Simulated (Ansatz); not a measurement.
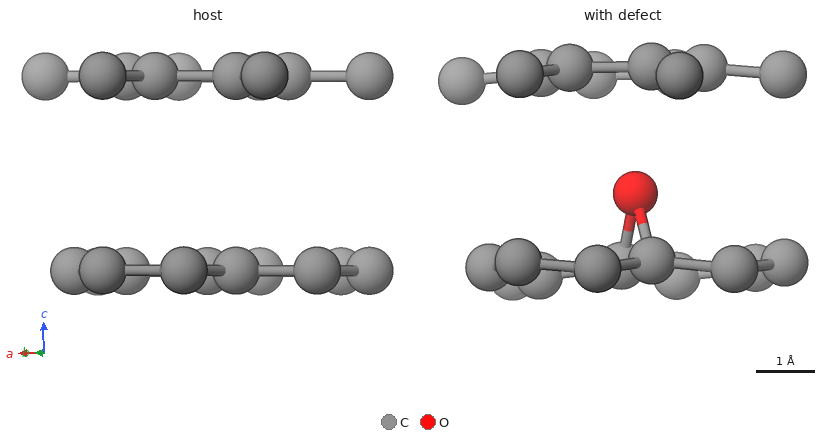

Left: perfect C. Right: the same region with one point defect, after relaxing the atoms in a supercell of 18 sites. Style: ball-and-stick. Shown: the atoms within 3.9 Å of one point, in a slice 5.0 Å thick across the line of sight, from a free direction.

Level of theory: DFT PBE+D3(BJ), scalar-relativistic, plane waves, PAW (Ansatz 0.2.0). (plane-wave cutoff 420 eV; k-point mesh 4 × 4 × 4; occupations gaussian; smearing width 0.01 eV; mesh shifted by (0.5, 0.5, 0.5); no spin polarisation) The cell is small and the k-mesh coarse, so the numbers are rough. The axes drawn are those of the host's conventional cell.

> Which defect is it?

An extra oxygen atom is put between the host's atoms (an interstitial).

The charge state of the cell is 0.

> What does the relaxation do around it?

The O atom starts with 7 C at 1.90 to 2.21 Å around its place and ends with 2 C at 1.43 Å. Of the host's atoms, a carbon atom moves furthest from its site, by 0.15 Å. The O atom itself moves 0.83 Å from where it was put. Relaxing the atoms from the host's sites lowers the energy by 3.16 eV. At a tolerance of 0.02 Å the relaxed supercell has space group Cm.
